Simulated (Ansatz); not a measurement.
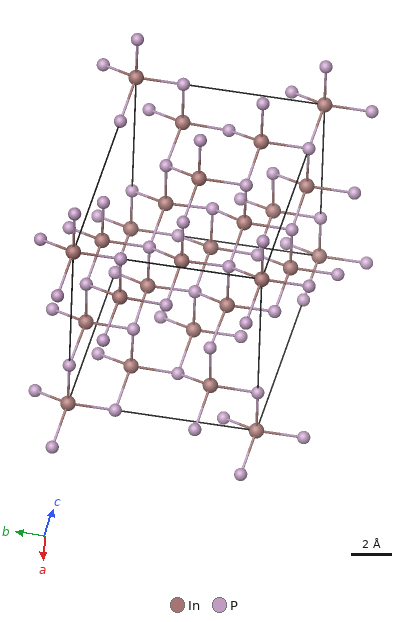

*The starting structure (ball-and-stick view of the cell of the calculation, seen at an oblique angle; bonded neighbours outside the cell are drawn too).*

Near neighbours in the crystal (not all of them lie inside the picture): In has 4 P at 2.57 to 2.61 Å; P has 3 In at 2.57 Å; P has 4 In at 2.59 to 2.61 Å.

# Geometry relaxation of In15P16 (part 1 of 3)

The run: geometry relaxation of In15P16 (defect cell, 31 atoms in the cell). Method and program: DFT PBE, scalar-relativistic, plane waves, PAW, spin-polarised (Ansatz 0.2.0).

The structure derives from a Materials Project entry. It belongs to a series of runs on one base structure; here: In vacancy (site a), charge +0, atoms relaxed at the host's cell, started again with a moment of 3 μB. Figures and captions count atoms from 1; the log counts them from 0 in places.

### The program's output
```
Engine: ansatz 0.2.0, aarch64-unknown-linux-gnu
Pseudopotentials: kind: paw
Pseudopotential: In, paw, valence charge 13, recommended cutoff 420 eV (normal), In.paw.azcp
Pseudopotential: P, paw, valence charge 5, recommended cutoff 420 eV (normal), P.paw.azcp
Functional definition: PBE
  parameter kappa = 0.804
  parameter beta = 0.06672455060314922
  exchange = pbe_x(kappa = kappa, mu = beta*pi^2/3)
  correlation = pbe_c(beta = beta)
Crystal: 31 atoms, lattice volume = 846.745 Å³
Basis set: ecut = 420 eV, 16487 PW (Γ), exchange–correlation on 144×144×144 points (8 copies of the dense FFT grid, shifted against one another)
Bands: 170, of which v1, the nominal top of the filled ones, is band 138 counted from 1 (137 counted from 0)
Symmetry: 24 space group operations
Space group: I-43m (ITA 217), of the structure as read, at distance tolerance 9.5e-5 Å
Magnetic group: BNS 217.78 (UNI 1580), of the structure as read, at distance tolerance 9.5e-5 Å
k-points: 2 of 8 (time reversal used)
Non-local potential: In, projectors of the file, l = 0: 2, l = 1: 2, l = 2: 2, l = 3: 2
Non-local potential: P, projectors of the file, l = 0: 2, l = 1: 2, l = 2: 2
PAW form: soft (Blöchl's): semilocal exchange-correlation on the pseudo side does not see the compensation charge
PAW one-centre angular grid: In, 590 points (default); XC on 64 Gauss nodes
PAW one-centre angular grid: P, 110 points (default); XC on 64 Gauss nodes
Initial density: superposition of atomic densities (chi_scale 0.1, normalization cell)
Starting moments: Σ|m| = 3 μB on 4 of 31 sites
Initial wavefunctions: pseudopotential atomic-orbital guess
Functional: x = pbe(κ = 0.804, μ = 0.2195149727645171), c = pbe(β = 0.06672455060314922)
SCF iter   1: F=—  HF=-96066.903264 eV  |F-HF|=—  |Δ(HF+E_count)|=         —  Δρ=1.86e-2 (↑1.82e-2 ↓1.86e-2)  dr2=1.91e1  dr2_m=9.73e-2  M=2.960 μB ∫|m|=3.061 μB  β_m=0.30  ethr=3.10e-3  ⟨swp⟩=7.0  Hψ=2739  notcnv=0  defer=4
preconditioner: auto → Resta (q_TF=auto, 2.262 Å⁻¹)  ε∞=3.9  [insulator: Δε(μ)=0.055 eV  Ē_g=12.462 eV  σ=0.020 eV  W_gap=0.95  n_scr=176 (ndim 8)  ℏωp=21.2 eV  f_vac=0.000  D(μ)=6.50/eV (n_scr^D=18)  ε∞_Penn≈3.9]
spin=Collinear: Resta preconditioning applied to the charge; magnetization (m = ρ↑ − ρ↓) channel mixes plain (no charge-response kernel on spin).
SCF iter   2: F=—  HF=-96063.365481 eV  |F-HF|=—  |Δ(HF+E_count)|=    3.54e0  Δρ=1.28e-2 (↑1.25e-2 ↓1.28e-2)  dr2=7.50e0  dr2_m=5.49e-2  M=2.942 μB ∫|m|=3.037 μB  β_m=0.30  ethr=3.10e-3  ⟨swp⟩=2.0  Hψ=955  notcnv=0  defer=104
SCF iter   3: F=—  HF=-96061.740801 eV  |F-HF|=—  |Δ(HF+E_count)|=    1.62e0  Δρ=5.23e-3 (↑5.23e-3 ↓5.22e-3)  dr2=5.79e-1  dr2_m=3.28e-2  M=2.438 μB ∫|m|=2.566 μB  β_m=0.30  ethr=2.73e-3  ⟨swp⟩=3.0  Hψ=862  notcnv=0  defer=104
SCF iter   4: F=—  HF=-96061.761786 eV  |F-HF|=—  |Δ(HF+E_count)|=   2.10e-2  Δρ=2.05e-3 (↑2.05e-3 ↓1.65e-3)  dr2=4.27e-2  dr2_m=1.86e-2  M=2.475 μB ∫|m|=2.588 μB  β_m=0.30  ethr=2.10e-4  ⟨swp⟩=3.0  Hψ=1362  notcnv=0  defer=104
SCF iter   5: F=—  HF=-96061.786219 eV  |F-HF|=—  |Δ(HF+E_count)|=   2.44e-2  Δρ=1.52e-3 (↑1.52e-3 ↓1.30e-3)  dr2=1.79e-2  dr2_m=1.11e-2  M=2.461 μB ∫|m|=2.571 μB  β_m=0.30  ethr=1.55e-5  ⟨swp⟩=2.2  Hψ=730  notcnv=0  defer=104
SCF iter   6: F=—  HF=-96061.807966 eV  |F-HF|=—  |Δ(HF+E_count)|=   2.17e-2  Δρ=9.81e-4 (↑9.60e-4 ↓9.81e-4)  dr2=3.71e-3  dr2_m=6.47e-3  M=2.468 μB ∫|m|=2.573 μB  β_m=0.30  ethr=6.50e-6  ⟨swp⟩=2.0  Hψ=844  notcnv=0  defer=104
SCF iter   7: F=—  HF=-96061.816983 eV  |F-HF|=—  |Δ(HF+E_count)|=   9.02e-3  Δρ=7.29e-4 (↑6.96e-4 ↓7.29e-4)  dr2=6.97e-4  dr2_m=3.79e-3  M=2.500 μB ∫|m|=2.599 μB  β_m=0.30  ethr=1.35e-6  ⟨swp⟩=3.0  Hψ=1393  notcnv=0  defer=104
Mixer restart at iter 7: flushing history
spin-set hold released at iteration 7 (site moments contracting): the magnetisation degrees of freedom join the quasi-Newton model from the next iteration; the mixer history was flushed
SCF iter   8: F=—  HF=-96061.820321 eV  |F-HF|=—  |Δ(HF+E_count)|=   3.34e-3  Δρ=5.72e-4 (↑5.39e-4 ↓5.72e-4)  dr2=4.14e-4  dr2_m=2.32e-3  M=2.551 μB ∫|m|=2.645 μB  β_m=0.65  ethr=2.53e-7  ⟨swp⟩=2.0  Hψ=827  notcnv=0  defer=104
SCF iter   9: F=—  HF=-96061.828140 eV  |F-HF|=—  |Δ(HF+E_count)|=   7.82e-3  Δρ=4.90e-4 (↑4.16e-4 ↓4.90e-4)  dr2=5.44e-4  dr2_m=1.54e-3  M=2.868 μB ∫|m|=2.944 μB  β_m=0.82  ethr=1.51e-7  ⟨swp⟩=4.0  Hψ=1422  notcnv=0  defer=104
SCF iter  10: F=—  HF=-96061.831390 eV  |F-HF|=—  |Δ(HF+E_count)|=   3.25e-3  Δρ=4.48e-4 (↑3.70e-4 ↓4.48e-4)  dr2=5.84e-4  dr2_m=1.25e-3  M=2.973 μB ∫|m|=3.052 μB  β_m=0.13  ethr=1.51e-7  ⟨swp⟩=3.0  Hψ=952  notcnv=0  defer=104
SCF iter  11: F=—  HF=-96061.833233 eV  |F-HF|=—  |Δ(HF+E_count)|=   1.84e-3  Δρ=3.19e-4 (↑2.54e-4 ↓3.19e-4)  dr2=4.73e-4  dr2_m=5.94e-4  M=2.995 μB ∫|m|=3.084 μB  β_m=0.17  ethr=1.51e-7  ⟨swp⟩=3.8  Hψ=1391  notcnv=0  defer=104
SCF iter  12: F=—  HF=-96061.834018 eV  |F-HF|=—  |Δ(HF+E_count)|=   7.85e-4  Δρ=2.79e-4 (↑2.79e-4 ↓2.60e-4)  dr2=1.58e-4  dr2_m=5.40e-4  M=3.000 μB ∫|m|=3.113 μB  β_m=0.65  ethr=1.51e-7  ⟨swp⟩=3.5  Hψ=1365  notcnv=0  defer=104
SCF iter  13: F=—  HF=-96061.834844 eV  |F-HF|=—  |Δ(HF+E_count)|=   8.26e-4  Δρ=8.35e-5 (↑7.66e-5 ↓8.35e-5)  dr2=2.97e-5  dr2_m=4.54e-5  M=3.000 μB ∫|m|=3.103 μB  β_m=0.82  ethr=5.75e-8  ⟨swp⟩=3.5  Hψ=1259  notcnv=0  defer=104
SCF iter  14: F=—  HF=-96061.834887 eV  |F-HF|=—  |Δ(HF+E_count)|=   4.31e-5  Δρ=5.61e-5 (↑5.61e-5 ↓4.80e-5)  dr2=1.28e-5  dr2_m=2.01e-5  M=3.000 μB ∫|m|=3.104 μB  β_m=0.82  ethr=5.68e-9  ⟨swp⟩=21.8  Hψ=6967  notcnv=0
SCF iter  15: F=—  HF=-96061.834917 eV  |F-HF|=—  |Δ(HF+E_count)|=   3.00e-5  Δρ=2.39e-5 (↑2.10e-5 ↓2.39e-5)  dr2=9.52e-7  dr2_m=3.75e-6  M=3.000 μB ∫|m|=3.103 μB  β_m=0.91  ethr=4.64e-9  ⟨swp⟩=12.2  Hψ=5193  notcnv=0
SCF iter  16: F=—  HF=-96061.834925 eV  |F-HF|=—  |Δ(HF+E_count)|=   7.98e-6  Δρ=5.34e-6 (↑4.93e-6 ↓5.34e-6)  dr2=1.85e-7  dr2_m=1.91e-7  M=3.000 μB ∫|m|=3.101 μB  β_m=0.95  ethr=3.46e-10  ⟨swp⟩=13.0  Hψ=5474  notcnv=0
SCF iter  17: F=-96061.834925 eV  HF=-96061.834925 eV  |F-HF|=1.86e-7  |Δ(HF+E_count)|=   2.37e-7  Δρ=4.05e-6 (↑3.67e-6 ↓4.05e-6)  dr2=4.21e-8  dr2_m=1.12e-7  M=3.000 μB ∫|m|=3.101 μB  ethr=6.73e-11  ⟨swp⟩=8.5  Hψ=3885  notcnv=0
SCF 1 converged in 17 iterations: F = -96061.834925 eV  dr2 = 4.21e-8
  greatest PAW one-centre occupation: 0.982 electrons in one spin orbital (limit 2), on the In atom at site 8 (counted from 0), in its partial waves of l = 2
relax step   1: F+E_penalty+E_count = -96061.83492529 eV  Δ(F+E_penalty+E_count) = +0.000e0 eV  max|allowed force component| = 4.728e-2 eV/Å  Δτ_max = 0.0000 Å  (17 SCF iters, dr2 threshold 1.56e-5 eV, accepted)
Initial density: handed on by an earlier stage of this run
Starting moments: Σ|m| = 3 μB on 4 of 31 sites; this step starts from the density that it was given
Initial wavefunctions: those handed on with the density
iter 1 solved again at ethr=3.74e-6 eV; its pass at ethr=3.10e-3 eV (dr2=1.03e-2 eV) is discarded
SCF iter   1: F=—  HF=-96061.842808 eV  |F-HF|=—  |Δ(HF+E_count)|=         —  Δρ=6.96e-4 (↑6.95e-4 ↓6.96e-4)  dr2=1.08e-2  dr2_m=5.84e-4  M=3.000 μB ∫|m|=3.110 μB  β_m=0.30  ethr=3.74e-6  ⟨swp⟩=3.0  Hψ=2062  notcnv=0  defer=104
preconditioner: auto → Resta (q_TF=auto, 2.262 Å⁻¹)  ε∞=3.7  [insulator: Δε(μ)=0.128 eV  Ē_g=12.950 eV  σ=0.020 eV  W_gap=1.00  n_scr=176 (ndim 8)  ℏωp=21.2 eV  f_vac=0.019  D(μ)=0.00/eV (n_scr^D=0)  ε∞_Penn≈3.7]
spin=Collinear: Resta preconditioning applied to the charge; magnetization (m = ρ↑ − ρ↓) channel mixes plain (no charge-response kernel on spin).
SCF iter   2: F=—  HF=-96061.841951 eV  |F-HF|=—  |Δ(HF+E_count)|=   8.57e-4  Δρ=4.94e-4 (↑4.94e-4 ↓4.90e-4)  dr2=4.81e-3  dr2_m=3.34e-4  M=3.000 μB ∫|m|=3.110 μB  β_m=0.62  ethr=3.74e-6  ⟨swp⟩=1.0  Hψ=576  notcnv=0  defer=104
SCF iter   3: F=—  HF=-96061.841848 eV  |F-HF|=—  |Δ(HF+E_count)|=   1.03e-4  Δρ=1.06e-4 (↑8.33e-5 ↓1.06e-4)  dr2=1.93e-4  dr2_m=2.69e-5  M=3.000 μB ∫|m|=3.110 μB  β_m=0.69  ethr=1.75e-6  ⟨swp⟩=2.0  Hψ=801  notcnv=0  defer=104
SCF iter   4: F=—  HF=-96061.841916 eV  |F-HF|=—  |Δ(HF+E_count)|=   6.85e-5  Δρ=2.47e-5 (↑2.27e-5 ↓2.47e-5)  dr2=1.31e-5  dr2_m=2.47e-6  M=3.000 μB ∫|m|=3.110 μB  β_m=0.73  ethr=7.01e-8  ⟨swp⟩=2.8  Hψ=830  notcnv=0  defer=104
SCF iter   5: F=—  HF=-96061.841703 eV  |F-HF|=—  |Δ(HF+E_count)|=   2.13e-4  Δρ=1.16e-5 (↑6.83e-6 ↓1.16e-5)  dr2=2.77e-6  dr2_m=3.38e-7  M=3.000 μB ∫|m|=3.110 μB  β_m=0.86  ethr=4.77e-9  ⟨swp⟩=3.0  Hψ=1047  notcnv=0  defer=104
SCF iter   6: F=—  HF=-96061.841705 eV  |F-HF|=—  |Δ(HF+E_count)|=   2.18e-6  Δρ=2.40e-6 (↑2.19e-6 ↓2.40e-6)  dr2=1.56e-7  dr2_m=1.60e-8  M=3.000 μB ∫|m|=3.110 μB  β_m=0.88  ethr=1.01e-9  ⟨swp⟩=2.5  Hψ=829  notcnv=0  defer=104
SCF iter   7: F=-96061.841706 eV  HF=-96061.841706 eV  |F-HF|=7.23e-9  |Δ(HF+E_count)|=   1.85e-7  Δρ=5.06e-7 (↑5.06e-7 ↓4.10e-7)  dr2=1.48e-8  dr2_m=2.17e-10  M=3.000 μB ∫|m|=3.110 μB  ethr=3.64e-11  ⟨swp⟩=19.2  Hψ=5249  notcnv=0
SCF 2 converged in 7 iterations: F = -96061.841706 eV  dr2 = 1.48e-8
  greatest PAW one-centre occupation: 0.982 electrons in one spin orbital (limit 2), on the In atom at site 10 (counted from 0), in its partial waves of l = 2
relax step   2: F+E_penalty+E_count = -96061.84170561 eV  Δ(F+E_penalty+E_count) = -6.780e-3 eV  max|allowed force component| = 2.792e-2 eV/Å  Δτ_max = 0.0274 Å  (7 SCF iters, accepted)
SCF iter   1: F=—  HF=-96061.844255 eV  |F-HF|=—  |Δ(HF+E_count)|=         —  Δρ=2.11e-4 (↑2.11e-4 ↓2.07e-4)  dr2=1.45e-3  dr2_m=1.51e-5  M=3.000 μB ∫|m|=3.108 μB  β_m=0.30  ethr=4.04e-6  ⟨swp⟩=3.5  Hψ=1663  notcnv=0  defer=104
preconditioner: auto → Resta (q_TF=auto, 2.262 Å⁻¹)  ε∞=3.7  [insulator: Δε(μ)=0.137 eV  Ē_g=12.947 eV  σ=0.020 eV  W_gap=1.00  n_scr=176 (ndim 8)  ℏωp=21.2 eV  f_vac=0.019  D(μ)=0.00/eV (n_scr^D=0)  ε∞_Penn≈3.7]
spin=Collinear: Resta preconditioning applied to the charge; magnetization (m = ρ↑ − ρ↓) channel mixes plain (no charge-response kernel on spin).
SCF iter   2: F=—  HF=-96061.844078 eV  |F-HF|=—  |Δ(HF+E_count)|=   1.77e-4  Δρ=1.48e-4 (↑1.48e-4 ↓1.42e-4)  dr2=5.71e-4  dr2_m=8.02e-6  M=3.000 μB ∫|m|=3.108 μB  β_m=0.57  ethr=5.28e-7  ⟨swp⟩=2.0  Hψ=802  notcnv=0  defer=104
SCF iter   3: F=—  HF=-96061.843974 eV  |F-HF|=—  |Δ(HF+E_count)|=   1.04e-4  Δρ=3.66e-5 (↑3.34e-5 ↓3.66e-5)  dr2=2.93e-5  dr2_m=1.24e-6  M=3.000 μB ∫|m|=3.108 μB  β_m=0.64  ethr=2.08e-7  ⟨swp⟩=2.2  Hψ=895  notcnv=0  defer=104
SCF iter   4: F=—  HF=-96061.843756 eV  |F-HF|=—  |Δ(HF+E_count)|=   2.18e-4  Δρ=8.22e-6 (↑6.87e-6 ↓8.22e-6)  dr2=1.25e-6  dr2_m=1.52e-7  M=3.000 μB ∫|m|=3.109 μB  β_m=0.71  ethr=1.07e-8  ⟨swp⟩=2.0  Hψ=801  notcnv=0  defer=104
SCF iter   5: F=—  HF=-96061.843757 eV  |F-HF|=—  |Δ(HF+E_count)|=   8.76e-7  Δρ=3.16e-6 (↑1.91e-6 ↓3.16e-6)  dr2=1.93e-7  dr2_m=1.70e-8  M=3.000 μB ∫|m|=3.109 μB  β_m=0.85  ethr=4.53e-10  ⟨swp⟩=3.8  Hψ=1240  notcnv=0  defer=104
SCF iter   6: F=-96061.843757 eV  HF=-96061.843757 eV  |F-HF|=4.44e-9  |Δ(HF+E_count)|=   1.56e-7  Δρ=5.85e-7 (↑5.85e-7 ↓5.61e-7)  dr2=1.41e-8  dr2_m=5.82e-10  M=3.000 μB ∫|m|=3.109 μB  ethr=3.64e-11  ⟨swp⟩=17.8  Hψ=5057  notcnv=0
SCF 3 converged in 6 iterations: F = -96061.843757 eV  dr2 = 1.41e-8
relax step   3: F+E_penalty+E_count = -96061.84375709 eV  Δ(F+E_penalty+E_count) = -2.051e-3 eV  max|allowed force component| = 3.481e-3 eV/Å  Δτ_max = 0.0078 Å  (6 SCF iters, accepted)
```

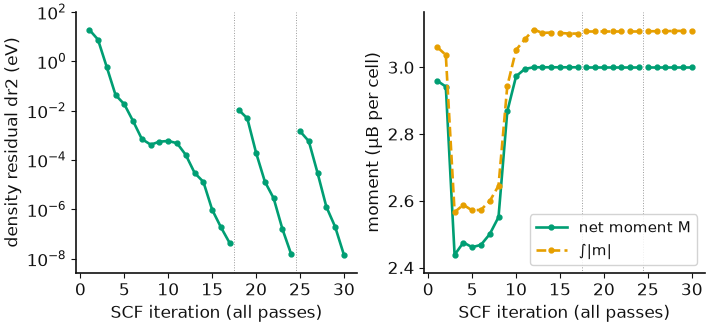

*Convergence of the self-consistent field: density residual dr2 and magnetic moment against the SCF iteration. The dotted lines part the SCF passes of the relaxation: geometry steps, rejected trials and re-solves on a re-selected basis.*

The passes take 17, 7 and 6 iterations. The net moment starts and ends at 3.0 μB per cell, with excursions between 2.4 and 3.0 on the way.

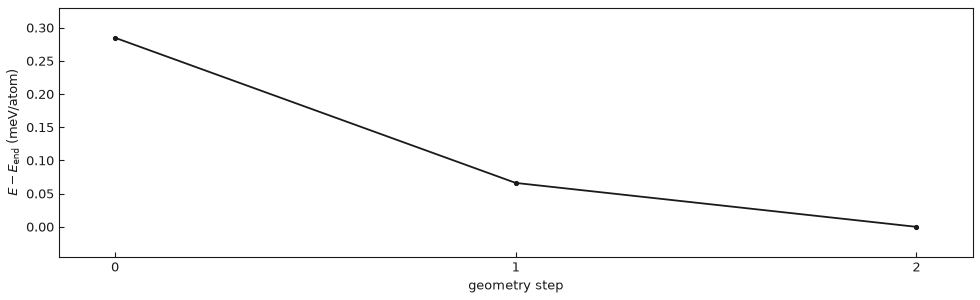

*Progress of the relaxation, step by step (the first geometry is step 0 here and step 1 in the log).*

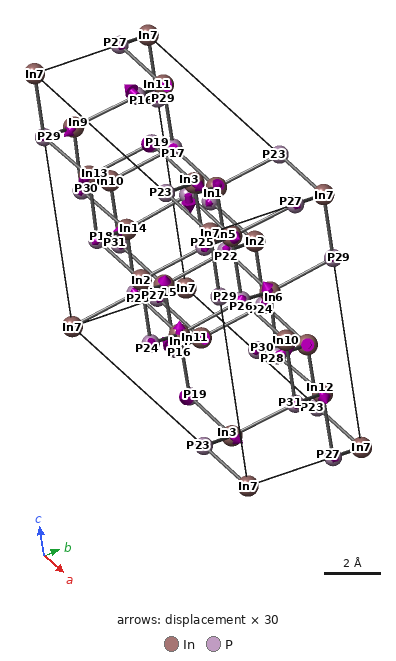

*The starting structure with the displacements as pink arrows, magnified 30 times (ball-and-stick view of the cell of the calculation, seen slightly off an axis).*

The largest moves, 0.025 Å, are those of P16, P19, P21 and P28. Largest moves by element: P 0.025 Å, In 0.017 Å. The cell stays as it was. Distances before and after: In11–P27 2.606 → 2.599 Å, In11–P16 2.570 → 2.577 Å, In11–P17 2.587 → 2.582 Å. Over 2 geometry steps the energy falls by 0.3 meV per atom. Largest force component: 0.047 eV/Å at the start, 0.0035 eV/Å at the end. (Atoms are counted from 1 in the order of the input.)

```
SCF converged after 6 iterations
Magnetization: 3.0000 μB (139.0000 up, 136.0000 down)
Absolute magnetization: 3.1111 μB (∫|ρ↑−ρ↓|, with the PAW one-centre terms)
Spin contamination: 0.0132 ħ² per cell (⟨S²⟩ above its minimum at these occupations)
Per-site moments (μB) at R_I (Å): [(0.004336771763752512, 1.062828662528875), (0.007918658060070492, 1.0685794660511068), (0.004336771763752283, 1.0628286625288752), (0.004336771763752451, 1.062828662528875), (0.004336771763752428, 1.062828662528875), (0.004336771763752536, 1.062828662528875), (0.007918658060070409, 1.0685794660511065), (0.004336771763752408, 1.0628286625288756), (0.004336771763752346, 1.0628286625288752), (0.007918658060070461, 1.0685794660511068), (0.004336771763752434, 1.0628286625288752), (0.004336771763752504, 1.0628286625288756), (0.004336771763752422, 1.0628286625288752), (0.004336771763752418, 1.062828662528875), (0.004336771763752443, 1.062828662528875), (0.3151968169693899, 1.062828662528875), (0.036473111518150275, 1.0652354850727639), (0.03647311151815031, 1.065235485072764), (0.31519681696938934, 1.062828662528875), (0.03647311151815027, 1.0652354850727639), (0.31519681696938945, 1.062828662528875), (0.03647311151815018, 1.0652354850727639), (0.03647311151815032, 1.0652354850727639), (0.03647311151815028, 1.065235485072764), (0.036473111518150365, 1.0652354850727639), (0.03647311151815024, 1.0652354850727639), (0.0364731115181504, 1.0652354850727639), (0.3151968169693895, 1.062828662528875), (0.03647311151815019, 1.065235485072764), (0.03647311151815027, 1.065235485072764), (0.036473111518150164, 1.065235485072764)]
Free energy (F): -96061.843757 eV
Harris-Foulkes:  -96061.843757 eV  (|F-HF|=4.44e-9)
Internal energy: -96061.843757 eV  (E = F + TS)
E sigma→0 (E₀):  -96061.843757 eV
Entropy (-TS):   -0.000000 eV (-0.000 meV/atom)
```
